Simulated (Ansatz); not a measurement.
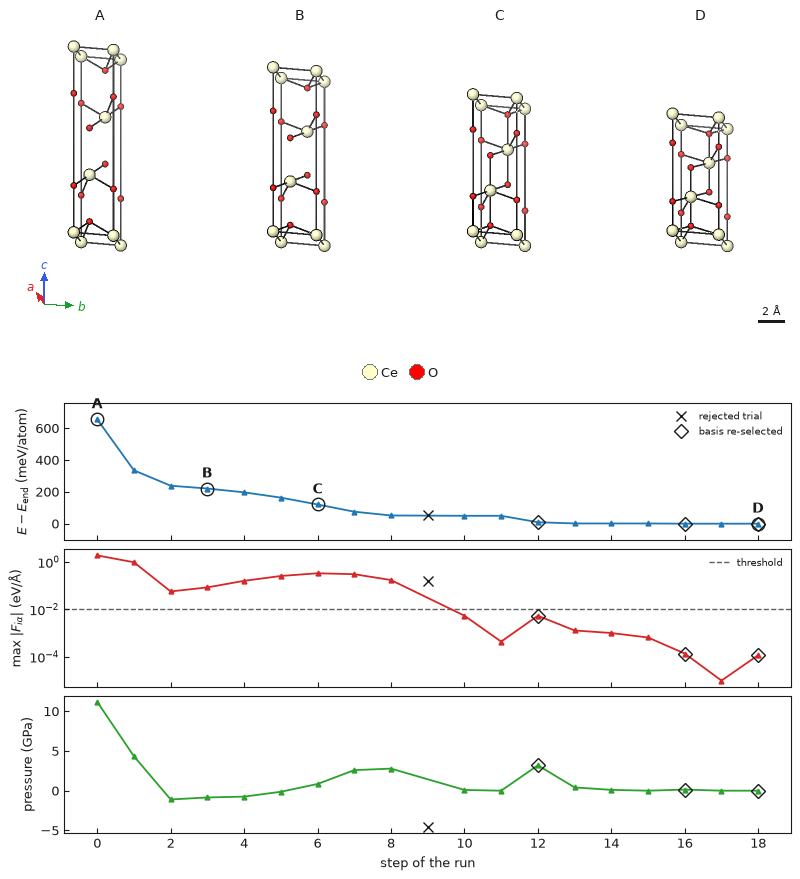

Frames of a relaxation of solid CeO₂ (built on the CdCl2 type), marked on the history of the run. Style: ball-and-stick. Shown: the conventional cell (3 times the calculation's cell), from a free direction. Lengths and directions refer to the drawn axes.

These are results of Ansatz 0.2.0, DFT PBE, scalar-relativistic, plane waves, PAW, not measurements. (plane-wave cutoff 420 eV; k-point mesh 12 × 12 × 12; occupations gaussian; smearing width 0.05 eV; no spin polarisation; cell and atoms relaxed; force threshold 0.01 eV/Å; at most 60 steps)

Q: Describe the path.

A: Over 14 accepted moves (18 points after the start) the energy falls by 656 meV per atom. The largest force component goes from 1.9 to 0.00012 eV/Å. The pressure goes from 11.19 to 0.01 GPa. The line search rejected the trial step at point 9 of the run. At 3 points the geometry stayed and the basis and grid were re-selected for the new cell (energy shift of 40.3 meV per atom at most each time). The largest moves relative to the cell, 0.019 Å, are those of O atoms. Ce stays in place. The drawn cell changes as follows: a = b 3.313 → 3.863 Å (+16.6 %), c 15.026 → 9.467 Å (−37.0 %); the volume changes by −14.3 %. Among the contacts that change: Ce–O 3.787 → 2.367 Å, Ce–Ce 3.313 → 3.863 Å, Ce–O 2.270 → 2.366 Å. New bonds form, among them: Ce–O (3.79 → 2.37 Å). Among the angles between lasting bonds that change: O–Ce–O 86.3° → 70.5°, Ce–O–Ce 93.7° → 109.5°, O–Ce–O 93.7° → 109.5°. The space group (tolerance 0.01 Å) goes from R-3m (No. 166) to Fm-3m (No. 225). From step 0 to 3: O atoms move most (0.18 Å), volume +5.4 %, energy −435 meV per atom. From step 3 to 6: O atoms move most (0.11 Å), volume −14.5 %, energy −100 meV per atom. From step 6 to 18: O atoms move most (0.06 Å), volume −4.9 %, energy −121 meV per atom.

```json
{"step": "0", "E − E(0), meV/atom": "0.00", "largest force component, eV/Å": "1.9043", "pressure, GPa": "11.19", "volume, Å³/atom": "15.873", "note": ""}
{"step": "1", "E − E(0), meV/atom": "-320.67", "largest force component, eV/Å": "0.9755", "pressure, GPa": "4.34", "volume, Å³/atom": "17.039", "note": ""}
{"step": "2", "E − E(0), meV/atom": "-417.15", "largest force component, eV/Å": "0.0574", "pressure, GPa": "-1.10", "volume, Å³/atom": "17.537", "note": ""}
{"step": "3", "E − E(0), meV/atom": "-434.85", "largest force component, eV/Å": "0.0850", "pressure, GPa": "-0.85", "volume, Å³/atom": "16.732", "note": ""}
{"step": "4", "E − E(0), meV/atom": "-458.87", "largest force component, eV/Å": "0.1610", "pressure, GPa": "-0.74", "volume, Å³/atom": "15.910", "note": ""}
{"step": "5", "E − E(0), meV/atom": "-492.00", "largest force component, eV/Å": "0.2577", "pressure, GPa": "-0.13", "volume, Å³/atom": "15.084", "note": ""}
{"step": "6", "E − E(0), meV/atom": "-535.02", "largest force component, eV/Å": "0.3354", "pressure, GPa": "0.85", "volume, Å³/atom": "14.300", "note": ""}
{"step": "7", "E − E(0), meV/atom": "-580.55", "largest force component, eV/Å": "0.3069", "pressure, GPa": "2.59", "volume, Å³/atom": "13.596", "note": ""}
{"step": "8", "E − E(0), meV/atom": "-604.23", "largest force component, eV/Å": "0.1735", "pressure, GPa": "2.79", "volume, Å³/atom": "13.182", "note": ""}
{"step": "9", "E − E(0), meV/atom": "-598.85", "largest force component, eV/Å": "0.1540", "pressure, GPa": "-4.57", "volume, Å³/atom": "13.747", "note": "rejected"}
{"step": "10", "E − E(0), meV/atom": "-606.34", "largest force component, eV/Å": "0.0055", "pressure, GPa": "0.10", "volume, Å³/atom": "13.381", "note": ""}
{"step": "11", "E − E(0), meV/atom": "-606.31", "largest force component, eV/Å": "0.0004", "pressure, GPa": "0.01", "volume, Å³/atom": "13.389", "note": ""}
{"step": "12", "E − E(0), meV/atom": "-646.63", "largest force component, eV/Å": "0.0054", "pressure, GPa": "3.20", "volume, Å³/atom": "13.389", "note": "same geometry, new basis"}
{"step": "13", "E − E(0), meV/atom": "-654.38", "largest force component, eV/Å": "0.0013", "pressure, GPa": "0.42", "volume, Å³/atom": "13.557", "note": ""}
{"step": "14", "E − E(0), meV/atom": "-654.56", "largest force component, eV/Å": "0.0010", "pressure, GPa": "0.11", "volume, Å³/atom": "13.577", "note": ""}
{"step": "15", "E − E(0), meV/atom": "-654.53", "largest force component, eV/Å": "0.0007", "pressure, GPa": "0.01", "volume, Å³/atom": "13.585", "note": ""}
{"step": "16", "E − E(0), meV/atom": "-655.83", "largest force component, eV/Å": "0.0001", "pressure, GPa": "0.15", "volume, Å³/atom": "13.585", "note": "same geometry, new basis"}
{"step": "17", "E − E(0), meV/atom": "-655.83", "largest force component, eV/Å": "0.0000", "pressure, GPa": "0.01", "volume, Å³/atom": "13.595", "note": ""}
{"step": "18", "E − E(0), meV/atom": "-655.86", "largest force component, eV/Å": "0.0001", "pressure, GPa": "0.01", "volume, Å³/atom": "13.595", "note": "same geometry, new basis"}
```

Limits of the set-up: 4f states are treated without a Hubbard U.
